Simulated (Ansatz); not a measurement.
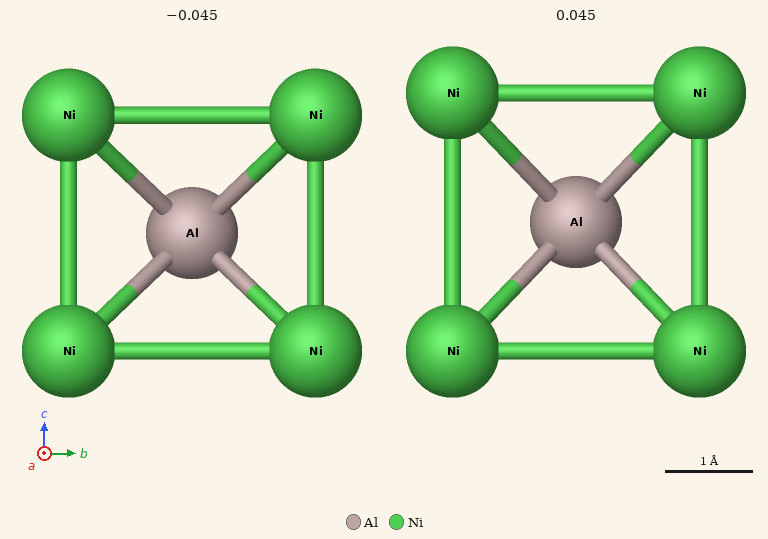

Crystalline AlNi (set up in Pm-3m), under strain along c alone (the other axes held, atoms fixed by symmetry), with energies (extrapolated to zero smearing) counted from the relaxed crystal, which is the row at zero. The picture shows the first and the last member. Style: ball-and-stick. Shown: the cell of the calculation, along the a axis.

Computed with Ansatz 0.2.0: DFT PBEsol, scalar-relativistic, plane waves, PAW. Settings: plane-wave cutoff 420 eV; k-point mesh 18 × 18 × 18; occupations gaussian; smearing width 0.1 eV; no spin polarisation.

```tsv
strain	energy (meV/atom)	a (Å)	c (Å)
−0.045	19.05	2.862	2.734
−0.03	?	?	?
−0.015	1.85	2.862	2.819
0.0	0.00	2.862	2.862
0.015	1.76	2.862	2.905
0.03	6.77	2.862	2.948
0.045	14.78	2.862	2.991
```

### Fill in the missing row.

A parabola through three neighbouring rows (−0.045, −0.015, 0.0) gives, with Lagrange weights, (0.3333)(19.05) + (1.0000)(1.85) + (−0.3333)(0.00) = 8.20 meV/atom. The calculation gives 7.92 meV/atom (a = 2.862 Å, c = 2.776 Å). The estimate is 0.28 meV/atom too high. From the first member to the last: Ni–Ni 2.734 → 2.991 Å, Al–Al 2.734 → 2.991 Å, Al–Ni 2.442 → 2.517 Å.

The whole series:

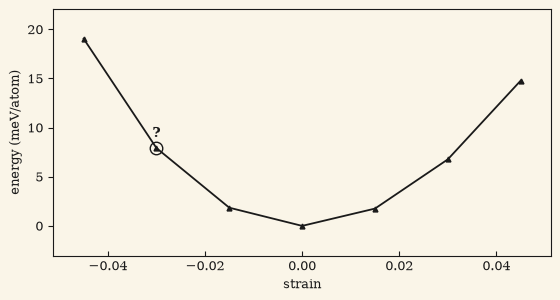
